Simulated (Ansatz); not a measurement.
## Geometry relaxation, with input and output: ZrSe₂ (part 3 of 3)

Continued. System: ZrSe₂ (3 atoms in the cell). Method: DFT, PBE, PAW with Ansatz's default frozen-core files, scalar-relativistic, no spin polarisation (Ansatz 0.2.0); cutoff 420 eV, 11×11×6 k-mesh, Fermi–Dirac smearing of 0.08 eV. The structure was built on a prototype by a generator; it need not be a known phase. It belongs to a series of runs on one base structure; here: cell and atoms relaxed from a first guess.

Geometry of the input (Å; fractional positions):
```
3.8045  0.0000  0.0000
-1.9023  3.2948  0.0000
0.0000  0.0000  6.0872
Zr 0.0000  0.0000  0.0000
Se 0.3333  0.6667  0.2500
Se 0.6667  0.3333  0.7500
```

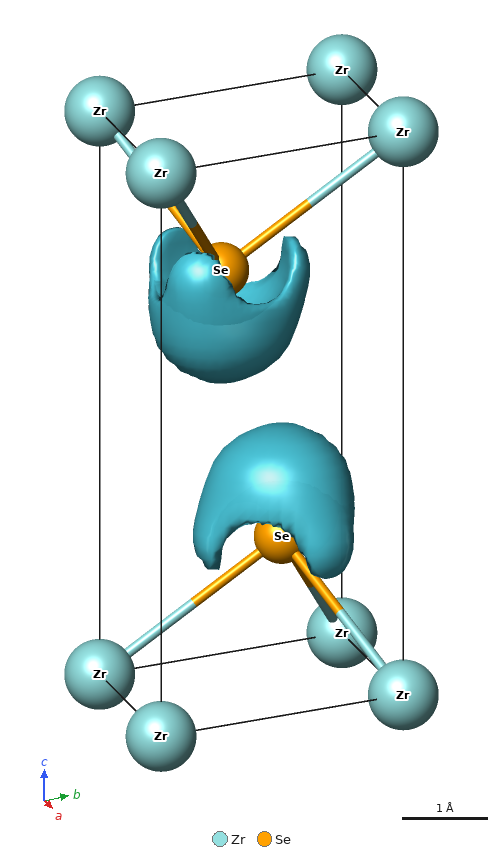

**Figure 1.** Isosurface of the electron localisation function at 0.8 (cyan), seen slightly off an axis. Only the valence region is drawn (cores and ρ < 0.01 e/Å³ removed). Sticks mark near contacts. The outline is the cell set on symmetry axes. Profiles from the grid: Zr–Se (2.70 Å): the ELF is about 0.45 at the midpoint. In a PAW calculation such maps are meaningful between the atoms, not at the nuclei.

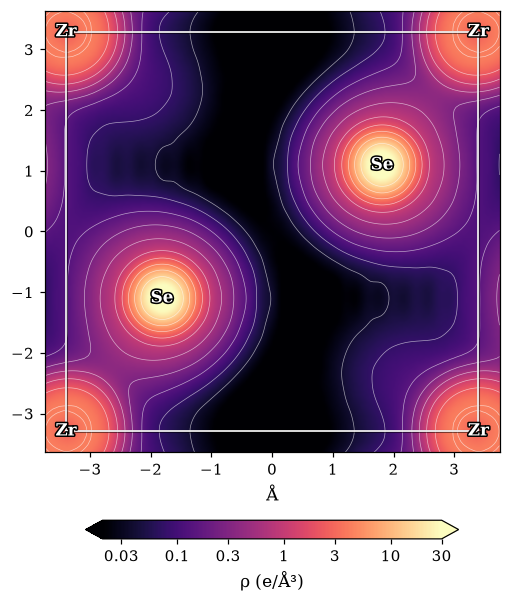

**Figure 2.** Valence pseudo-density on the (110) plane of the conventional cell. The section cuts through Zr and Se sites. Zr–Se (2.70 Å): ρ at the midpoint is about 0.39 e/Å³. Away from the nuclei the density in this plane falls to 0.005 e/Å³ at its lowest.

**Summary**

| quantity | value |
| --- | --- |
| outcome | converged |
| space group (tolerance 0.01 Å) | P-3m1 (164) |
| electrons treated | 44 |
| free energy | −15126.0747 eV |
| Fermi energy | 7.574 eV |
| pressure | 0.02 GPa |
| final volume | 84.82 Å³ |
| largest force (length of the vector) at the end | 0.001 eV/Å |
| final cell | a = 3.797 Å, b = 3.797 Å, c = 6.793 Å, α = 90.00°, β = 90.00°, γ = 120.00° |
| wall time | 3.6 min |
| peak memory | 0.5 GiB |
